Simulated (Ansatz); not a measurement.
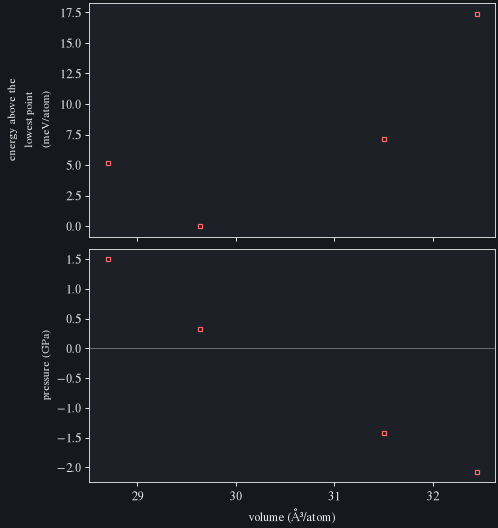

The plot gives the computed energy above the lowest point and pressure against volume for Tl, space group Fm-3m (No. 225) (one of a set of cubic test structures, which need not be the stable phase).

Calculation (Ansatz 0.2.0 development build): equation of state of a cubic crystal from periodic Kohn-Sham density functional theory without spin, third-order Birch-Murnaghan fit to the free energies; pressure corrected for the finite basis. Level: r2SCAN, no spin-orbit coupling.

structure type fcc; atoms in cell 1; space group number 225; lattice centring face-centred primitive; k mesh 12×12×12; occupation method Fermi–Dirac; occupation width 0.1 eV; wave cutoff 260 eV; datasets all-electron datasets; density tolerance 1e−09 eV; bands 15; density cutoff ratio 7; nucleus point; search for lower states default.

The point at volume 30.57 Å³/atom is left out of the plot. What does the calculation give there?

| volume (Å³/atom) | energy above the lowest point (meV/atom) | pressure (GPa) |
| --- | --- | --- |
| 30.57 | 1.0 | −0.640 |

Keep in mind: cubic model structure, not the ambient form; no spin-orbit coupling with 6p elements.
